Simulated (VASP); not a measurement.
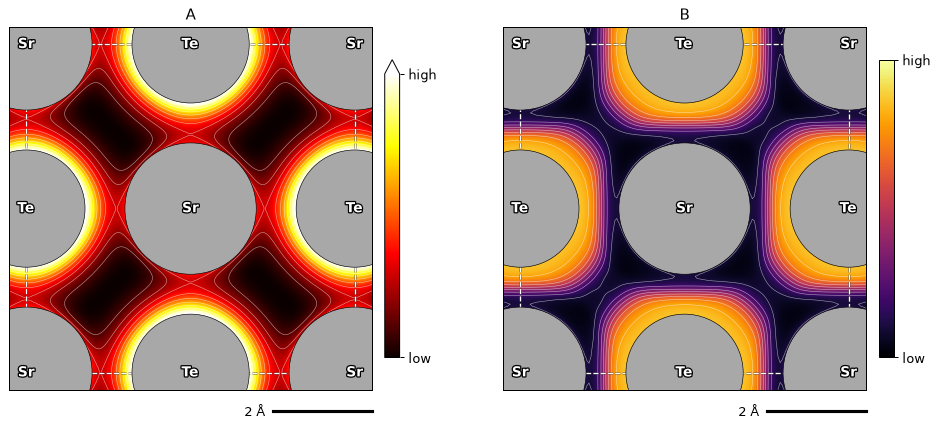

SrTe: 2 fields on the (100) plane of the conventional cell, with unlabelled colour scales. Grey discs cover the atomic cores.

Space group Fm-3m.

Method: Kohn-Sham DFT of a periodic cell, PBE, VASP PAW PBE potentials, recommended (VASP 6.6.1).

> Match the panels to the quantities (electron localisation function and valence pseudo-density).

Panel A: valence pseudo-density. Panel B: electron localisation function. From the grid: Sr–Te (3.30 Å): ρ at the midpoint is about 0.15 e/Å³, with its minimum of 0.14 e/Å³ about 1.5 Å from Sr; the ELF is about 0.35 at the midpoint and 0.10 at its lowest between the atoms.
